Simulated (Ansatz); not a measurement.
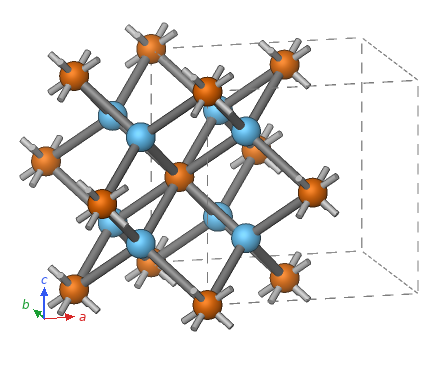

A cut-out of a periodic net derived from a crystal structure. Nodes are coloured by topological kind. Short stubs are edges that leave the cut-out.

What net is this?

A binodal (4,8)-connected, three-periodic net. It is the flu net, known from fluorite.

Give point symbol and coordination sequence of each kind of node.

4-connected node: 4^6, sequence 4, 22, 24, 82, 64, 182; 8-connected node: 4^12.6^12.8^4, sequence 8, 12, 48, 42, 128, 92.

Where the net comes from. System Mg2Sn (space group Fm-3m, No. 225); source of the atomic positions: the end point of a relaxation with DFT PBE+D3(BJ), scalar-relativistic, plane waves, PAW in Ansatz. Bonds are taken as Mg–Sn below 3.3 Å. Atoms with one bond or none are removed and atoms with two bonds are replaced by edges, until no such atom is left. Mg is a 4-connected node; Sn is an 8-connected node, in the ratio 2:1.
